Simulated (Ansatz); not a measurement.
Field-gradient calculation, with input and output: In26SbAs27 (part 2 of 3)

Continued. System: In26SbAs27 (defect cell, 54 atoms in the cell). Method: DFT, PBE, plane waves, PAW, spin-polarised (Ansatz 0.2.0); cutoff 420 eV, 2×2×2 k-mesh, Fermi–Dirac smearing of 0.01 eV, collinear spins. The structure derives from an entry of the Crystallography Open Database. Some settings of this run were made unusual or wrong on purpose.

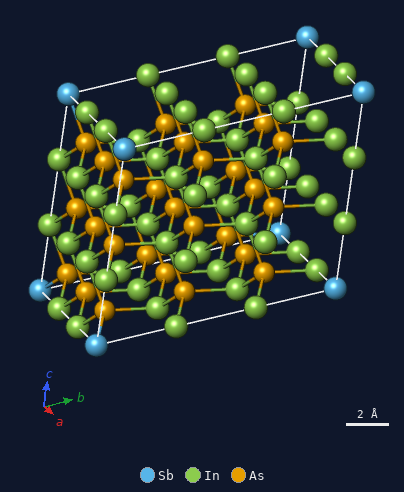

*The input geometry (ball-and-stick view of the cell of the calculation, seen slightly off an axis). An atom can appear more than once, as a periodic image.*

### Output, continued
```
--- Forces (eV/Å), atoms counted from 1 ---
  atom   1  Sb    -0.00000000     0.00000000    -0.00000000
  atom   2  In     0.09931491     0.09931491    -0.13940363
  atom   3  In    -0.09931491    -0.09931491    -0.13940363
  atom   4  In     0.09931491    -0.13940363     0.09931491
  atom   5  In     0.00985124    -0.00985124    -0.00985124
  atom   6  In     0.13940363    -0.09931491     0.09931491
  atom   7  In    -0.09931491    -0.13940363    -0.09931491
  atom   8  In     0.13940363     0.09931491    -0.09931491
  atom   9  In     0.02211212    -0.02211212    -0.02211212
  atom  10  In    -0.13940363     0.09931491     0.09931491
  atom  11  In    -0.00985124     0.00985124    -0.00985124
  atom  12  In    -0.09931491     0.13940363     0.09931491
  atom  13  In    -0.00985124    -0.00985124     0.00985124
  atom  14  In     0.00985124     0.00985124     0.00985124
  atom  15  In     0.00000000    -0.00000000     0.02087958
  atom  16  In    -0.09931491     0.09931491     0.13940363
  atom  17  In     0.00000000     0.02087958    -0.00000000
  atom  18  In    -0.02087958    -0.00000000    -0.00000000
  atom  19  In    -0.13940363    -0.09931491    -0.09931491
  atom  20  In     0.09931491     0.13940363    -0.09931491
  atom  21  In    -0.02211212     0.02211212    -0.02211212
  atom  22  In     0.09931491    -0.09931491     0.13940363
  atom  23  In     0.02087958    -0.00000000    -0.00000000
  atom  24  In     0.00000000    -0.02087958     0.00000000
  atom  25  In    -0.02211212    -0.02211212     0.02211212
  atom  26  In     0.00000000    -0.00000000    -0.02087958
  atom  27  In     0.02211212     0.02211212     0.02211212
  atom  28  As     0.32376817     0.32376817     0.32376817
  atom  29  As    -0.00000000     0.00000000     0.03213772
  atom  30  As    -0.32376817    -0.32376817     0.32376817
  atom  31  As    -0.00000000     0.03213772     0.00000000
  atom  32  As    -0.03213772     0.00000000    -0.00000000
  atom  33  As    -0.02079965     0.02079965    -0.01778519
  atom  34  As    -0.32376817     0.32376817    -0.32376817
  atom  35  As    -0.02079965    -0.01778519     0.02079965
  atom  36  As     0.01778519     0.02079965     0.02079965
  atom  37  As     0.03213772    -0.00000000    -0.00000000
  atom  38  As    -0.00000000    -0.03213772     0.00000000
  atom  39  As     0.02079965    -0.02079965    -0.01778519
  atom  40  As    -0.00000000     0.00000000    -0.03213772
  atom  41  As    -0.00322274    -0.00322274    -0.00322274
  atom  42  As     0.00322274     0.00322274    -0.00322274
  atom  43  As     0.02079965    -0.01778519    -0.02079965
  atom  44  As     0.00322274    -0.00322274     0.00322274
  atom  45  As     0.01778519    -0.02079965    -0.02079965
  atom  46  As     0.32376817    -0.32376817    -0.32376817
  atom  47  As    -0.01778519    -0.02079965     0.02079965
  atom  48  As     0.02079965     0.01778519     0.02079965
  atom  49  As    -0.01778519     0.02079965    -0.02079965
  atom  50  As    -0.00322274     0.00322274     0.00322274
  atom  51  As    -0.02079965     0.01778519    -0.02079965
  atom  52  As     0.02079965     0.02079965     0.01778519
  atom  53  As    -0.02079965    -0.02079965     0.01778519
  atom  54  As    -0.00000000     0.00000000     0.00000000
  max |Σ_I F_I| component: 7.86e-16 eV/Å
--- Stress (GPa, compression-positive) ---
        4.894225      -0.000000      -0.000000
       -0.000000       4.894225       0.000000
       -0.000000       0.000000       4.894225
  P = ⅓ Tr σ = 4.8942 GPa (48.942 kbar)
--- PAW observables at the nuclei: V_zz in 10²¹ V/m², potentials from the cell's mean, atoms counted from 1 ---
  atom   1  Sb V_zz =    +0.000000   η = 0.0000   by run symmetry: forbidden   C_q = -0.0000 MHz
            electrostatic potential = -8406.856238 V   contact ρ = 1350141.334176 e/Å³   contact ρ_s (e/Å³): all electrons +12.880837, valence +12.529263
  atom   2  In V_zz =    +2.397965   η = 0.0960   by run symmetry: allowed   C_q = +44.7625 MHz
            electrostatic potential = -7936.951930 V   contact ρ = 1133014.203676 e/Å³   contact ρ_s (e/Å³): all electrons +0.355703, valence +0.353433
  atom   3  In V_zz =    +2.397965   η = 0.0960   by run symmetry: allowed   C_q = +44.7625 MHz
            electrostatic potential = -7936.951930 V   contact ρ = 1133014.203676 e/Å³   contact ρ_s (e/Å³): all electrons +0.355703, valence +0.353433
  atom   4  In V_zz =    +2.397965   η = 0.0960   by run symmetry: allowed   C_q = +44.7625 MHz
            electrostatic potential = -7936.951930 V   contact ρ = 1133014.203676 e/Å³   contact ρ_s (e/Å³): all electrons +0.355703, valence +0.353433
  atom   5  In V_zz =    -0.362893   η = 0.0000   by run symmetry: allowed   C_q = -6.7741 MHz
            electrostatic potential = -7937.012728 V   contact ρ = 1133012.273044 e/Å³   contact ρ_s (e/Å³): all electrons +0.110718, valence +0.110151
  atom   6  In V_zz =    +2.397965   η = 0.0960   by run symmetry: allowed   C_q = +44.7625 MHz
            electrostatic potential = -7936.951930 V   contact ρ = 1133014.203676 e/Å³   contact ρ_s (e/Å³): all electrons +0.355703, valence +0.353433
  atom   7  In V_zz =    +2.397965   η = 0.0960   by run symmetry: allowed   C_q = +44.7625 MHz
            electrostatic potential = -7936.951930 V   contact ρ = 1133014.203676 e/Å³   contact ρ_s (e/Å³): all electrons +0.355703, valence +0.353433
  atom   8  In V_zz =    +2.397965   η = 0.0960   by run symmetry: allowed   C_q = +44.7625 MHz
            electrostatic potential = -7936.951930 V   contact ρ = 1133014.203676 e/Å³   contact ρ_s (e/Å³): all electrons +0.355703, valence +0.353433
  atom   9  In V_zz =    -0.316601   η = 0.0000   by run symmetry: allowed   C_q = -5.9099 MHz
            electrostatic potential = -7936.995073 V   contact ρ = 1133012.282766 e/Å³   contact ρ_s (e/Å³): all electrons +0.130510, valence +0.129719
  atom  10  In V_zz =    +2.397965   η = 0.0960   by run symmetry: allowed   C_q = +44.7625 MHz
            electrostatic potential = -7936.951930 V   contact ρ = 1133014.203676 e/Å³   contact ρ_s (e/Å³): all electrons +0.355703, valence +0.353433
  atom  11  In V_zz =    -0.362893   η = 0.0000   by run symmetry: allowed   C_q = -6.7741 MHz
            electrostatic potential = -7937.012728 V   contact ρ = 1133012.273044 e/Å³   contact ρ_s (e/Å³): all electrons +0.110718, valence +0.110151
  atom  12  In V_zz =    +2.397965   η = 0.0960   by run symmetry: allowed   C_q = +44.7625 MHz
            electrostatic potential = -7936.951930 V   contact ρ = 1133014.203676 e/Å³   contact ρ_s (e/Å³): all electrons +0.355703, valence +0.353433
  atom  13  In V_zz =    -0.362893   η = 0.0000   by run symmetry: allowed   C_q = -6.7741 MHz
            electrostatic potential = -7937.012728 V   contact ρ = 1133012.273044 e/Å³   contact ρ_s (e/Å³): all electrons +0.110718, valence +0.110151
  atom  14  In V_zz =    -0.362893   η = 0.0000   by run symmetry: allowed   C_q = -6.7741 MHz
            electrostatic potential = -7937.012728 V   contact ρ = 1133012.273044 e/Å³   contact ρ_s (e/Å³): all electrons +0.110718, valence +0.110151
  atom  15  In V_zz =    +0.171529   η = 0.7515   by run symmetry: allowed   C_q = +3.2019 MHz
            electrostatic potential = -7937.022332 V   contact ρ = 1133012.481846 e/Å³   contact ρ_s (e/Å³): all electrons +0.000453, valence +0.000399
  atom  16  In V_zz =    +2.397965   η = 0.0960   by run symmetry: allowed   C_q = +44.7625 MHz
            electrostatic potential = -7936.951930 V   contact ρ = 1133014.203676 e/Å³   contact ρ_s (e/Å³): all electrons +0.355703, valence +0.353433
  atom  17  In V_zz =    +0.171529   η = 0.7515   by run symmetry: allowed   C_q = +3.2019 MHz
            electrostatic potential = -7937.022332 V   contact ρ = 1133012.481846 e/Å³   contact ρ_s (e/Å³): all electrons +0.000453, valence +0.000399
  atom  18  In V_zz =    +0.171529   η = 0.7515   by run symmetry: allowed   C_q = +3.2019 MHz
            electrostatic potential = -7937.022332 V   contact ρ = 1133012.481846 e/Å³   contact ρ_s (e/Å³): all electrons +0.000453, valence +0.000399
  atom  19  In V_zz =    +2.397965   η = 0.0960   by run symmetry: allowed   C_q = +44.7625 MHz
            electrostatic potential = -7936.951930 V   contact ρ = 1133014.203676 e/Å³   contact ρ_s (e/Å³): all electrons +0.355703, valence +0.353433
  atom  20  In V_zz =    +2.397965   η = 0.0960   by run symmetry: allowed   C_q = +44.7625 MHz
            electrostatic potential = -7936.951930 V   contact ρ = 1133014.203676 e/Å³   contact ρ_s (e/Å³): all electrons +0.355703, valence +0.353433
  atom  21  In V_zz =    -0.316601   η = 0.0000   by run symmetry: allowed   C_q = -5.9099 MHz
            electrostatic potential = -7936.995073 V   contact ρ = 1133012.282766 e/Å³   contact ρ_s (e/Å³): all electrons +0.130510, valence +0.129719
  atom  22  In V_zz =    +2.397965   η = 0.0960   by run symmetry: allowed   C_q = +44.7625 MHz
            electrostatic potential = -7936.951930 V   contact ρ = 1133014.203676 e/Å³   contact ρ_s (e/Å³): all electrons +0.355703, valence +0.353433
  atom  23  In V_zz =    +0.171529   η = 0.7515   by run symmetry: allowed   C_q = +3.2019 MHz
            electrostatic potential = -7937.022332 V   contact ρ = 1133012.481846 e/Å³   contact ρ_s (e/Å³): all electrons +0.000453, valence +0.000399
  atom  24  In V_zz =    +0.171529   η = 0.7515   by run symmetry: allowed   C_q = +3.2019 MHz
            electrostatic potential = -7937.022332 V   contact ρ = 1133012.481846 e/Å³   contact ρ_s (e/Å³): all electrons +0.000453, valence +0.000399
  atom  25  In V_zz =    -0.316601   η = 0.0000   by run symmetry: allowed   C_q = -5.9099 MHz
            electrostatic potential = -7936.995073 V   contact ρ = 1133012.282766 e/Å³   contact ρ_s (e/Å³): all electrons +0.130510, valence +0.129719
  atom  26  In V_zz =    +0.171529   η = 0.7515   by run symmetry: allowed   C_q = +3.2019 MHz
            electrostatic potential = -7937.022332 V   contact ρ = 1133012.481846 e/Å³   contact ρ_s (e/Å³): all electrons +0.000453, valence +0.000399
  atom  27  In V_zz =    -0.316601   η = 0.0000   by run symmetry: allowed   C_q = -5.9099 MHz
            electrostatic potential = -7936.995073 V   contact ρ = 1133012.282766 e/Å³   contact ρ_s (e/Å³): all electrons +0.130510, valence +0.129719
  atom  28  As V_zz =   +11.049157   η = 0.0000   by run symmetry: allowed   C_q = +83.0891 MHz
            electrostatic potential = -4514.865005 V   contact ρ = 235502.620350 e/Å³   contact ρ_s (e/Å³): all electrons +0.812207, valence +0.744772
  atom  29  As V_zz =    +2.204099   η = 0.1330   by run symmetry: allowed   C_q = +16.5747 MHz
            electrostatic potential = -4515.153330 V   contact ρ = 235497.304370 e/Å³   contact ρ_s (e/Å³): all electrons +0.206532, valence +0.193313
  atom  30  As V_zz =   +11.049157   η = 0.0000   by run symmetry: allowed   C_q = +83.0891 MHz
            electrostatic potential = -4514.865005 V   contact ρ = 235502.620350 e/Å³   contact ρ_s (e/Å³): all electrons +0.812207, valence +0.744772
  atom  31  As V_zz =    +2.204099   η = 0.1330   by run symmetry: allowed   C_q = +16.5747 MHz
            electrostatic potential = -4515.153330 V   contact ρ = 235497.304370 e/Å³   contact ρ_s (e/Å³): all electrons +0.206532, valence +0.193313
  atom  32  As V_zz =    +2.204099   η = 0.1330   by run symmetry: allowed   C_q = +16.5747 MHz
            electrostatic potential = -4515.153330 V   contact ρ = 235497.304370 e/Å³   contact ρ_s (e/Å³): all electrons +0.206532, valence +0.193313
  atom  33  As V_zz =    -0.463193   η = 0.5027   by run symmetry: allowed   C_q = -3.4832 MHz
            electrostatic potential = -4515.172001 V   contact ρ = 235496.169546 e/Å³   contact ρ_s (e/Å³): all electrons +0.071949, valence +0.069168
  atom  34  As V_zz =   +11.049157   η = 0.0000   by run symmetry: allowed   C_q = +83.0891 MHz
            electrostatic potential = -4514.865005 V   contact ρ = 235502.620350 e/Å³   contact ρ_s (e/Å³): all electrons +0.812207, valence +0.744772
  atom  35  As V_zz =    -0.463193   η = 0.5027   by run symmetry: allowed   C_q = -3.4832 MHz
            electrostatic potential = -4515.172001 V   contact ρ = 235496.169546 e/Å³   contact ρ_s (e/Å³): all electrons +0.071949, valence +0.069168
  atom  36  As V_zz =    -0.463193   η = 0.5027   by run symmetry: allowed   C_q = -3.4832 MHz
            electrostatic potential = -4515.172001 V   contact ρ = 235496.169546 e/Å³   contact ρ_s (e/Å³): all electrons +0.071949, valence +0.069168
  atom  37  As V_zz =    +2.204099   η = 0.1330   by run symmetry: allowed   C_q = +16.5747 MHz
            electrostatic potential = -4515.153330 V   contact ρ = 235497.304370 e/Å³   contact ρ_s (e/Å³): all electrons +0.206532, valence +0.193313
  atom  38  As V_zz =    +2.204099   η = 0.1330   by run symmetry: allowed   C_q = +16.5747 MHz
            electrostatic potential = -4515.153330 V   contact ρ = 235497.304370 e/Å³   contact ρ_s (e/Å³): all electrons +0.206532, valence +0.193313
  atom  39  As V_zz =    -0.463193   η = 0.5027   by run symmetry: allowed   C_q = -3.4832 MHz
            electrostatic potential = -4515.172001 V   contact ρ = 235496.169546 e/Å³   contact ρ_s (e/Å³): all electrons +0.071949, valence +0.069168
  atom  40  As V_zz =    +2.204099   η = 0.1330   by run symmetry: allowed   C_q = +16.5747 MHz
            electrostatic potential = -4515.153330 V   contact ρ = 235497.304370 e/Å³   contact ρ_s (e/Å³): all electrons +0.206532, valence +0.193313
  atom  41  As V_zz =    -0.086878   η = 0.0000   by run symmetry: allowed   C_q = -0.6533 MHz
            electrostatic potential = -4515.207414 V   contact ρ = 235496.051342 e/Å³   contact ρ_s (e/Å³): all electrons +0.008984, valence +0.008616
  atom  42  As V_zz =    -0.086878   η = 0.0000   by run symmetry: allowed   C_q = -0.6533 MHz
            electrostatic potential = -4515.207414 V   contact ρ = 235496.051342 e/Å³   contact ρ_s (e/Å³): all electrons +0.008984, valence +0.008616
  atom  43  As V_zz =    -0.463193   η = 0.5027   by run symmetry: allowed   C_q = -3.4832 MHz
            electrostatic potential = -4515.172001 V   contact ρ = 235496.169546 e/Å³   contact ρ_s (e/Å³): all electrons +0.071949, valence +0.069168
  atom  44  As V_zz =    -0.086878   η = 0.0000   by run symmetry: allowed   C_q = -0.6533 MHz
            electrostatic potential = -4515.207414 V   contact ρ = 235496.051342 e/Å³   contact ρ_s (e/Å³): all electrons +0.008984, valence +0.008616
  atom  45  As V_zz =    -0.463193   η = 0.5027   by run symmetry: allowed   C_q = -3.4832 MHz
            electrostatic potential = -4515.172001 V   contact ρ = 235496.169546 e/Å³   contact ρ_s (e/Å³): all electrons +0.071949, valence +0.069168
  atom  46  As V_zz =   +11.049157   η = 0.0000   by run symmetry: allowed   C_q = +83.0891 MHz
            electrostatic potential = -4514.865005 V   contact ρ = 235502.620350 e/Å³   contact ρ_s (e/Å³): all electrons +0.812207, valence +0.744772
  atom  47  As V_zz =    -0.463193   η = 0.5027   by run symmetry: allowed   C_q = -3.4832 MHz
            electrostatic potential = -4515.172001 V   contact ρ = 235496.169546 e/Å³   contact ρ_s (e/Å³): all electrons +0.071949, valence +0.069168
  atom  48  As V_zz =    -0.463193   η = 0.5027   by run symmetry: allowed   C_q = -3.4832 MHz
            electrostatic potential = -4515.172001 V   contact ρ = 235496.169546 e/Å³   contact ρ_s (e/Å³): all electrons +0.071949, valence +0.069168
  atom  49  As V_zz =    -0.463193   η = 0.5027   by run symmetry: allowed   C_q = -3.4832 MHz
            electrostatic potential = -4515.172001 V   contact ρ = 235496.169546 e/Å³   contact ρ_s (e/Å³): all electrons +0.071949, valence +0.069168
  atom  50  As V_zz =    -0.086878   η = 0.0000   by run symmetry: allowed   C_q = -0.6533 MHz
            electrostatic potential = -4515.207414 V   contact ρ = 235496.051342 e/Å³   contact ρ_s (e/Å³): all electrons +0.008984, valence +0.008616
  atom  51  As V_zz =    -0.463193   η = 0.5027   by run symmetry: allowed   C_q = -3.4832 MHz
            electrostatic potential = -4515.172001 V   contact ρ = 235496.169546 e/Å³   contact ρ_s (e/Å³): all electrons +0.071949, valence +0.069168
  atom  52  As V_zz =    -0.463193   η = 0.5027   by run symmetry: allowed   C_q = -3.4832 MHz
            electrostatic potential = -4515.172001 V   contact ρ = 235496.169546 e/Å³   contact ρ_s (e/Å³): all electrons +0.071949, valence +0.069168
  atom  53  As V_zz =    -0.463193   η = 0.5027   by run symmetry: allowed   C_q = -3.4832 MHz
            electrostatic potential = -4515.172001 V   contact ρ = 235496.169546 e/Å³   contact ρ_s (e/Å³): all electrons +0.071949, valence +0.069168
  atom  54  As V_zz =    +0.000000   η = 0.0000   by run symmetry: forbidden   C_q = +0.0000 MHz
            electrostatic potential = -4515.199528 V   contact ρ = 235496.077646 e/Å³   contact ρ_s (e/Å³): all electrons -0.013337, valence -0.013330
--- Band table (eV; the first three rows and the last of 6) ---
```
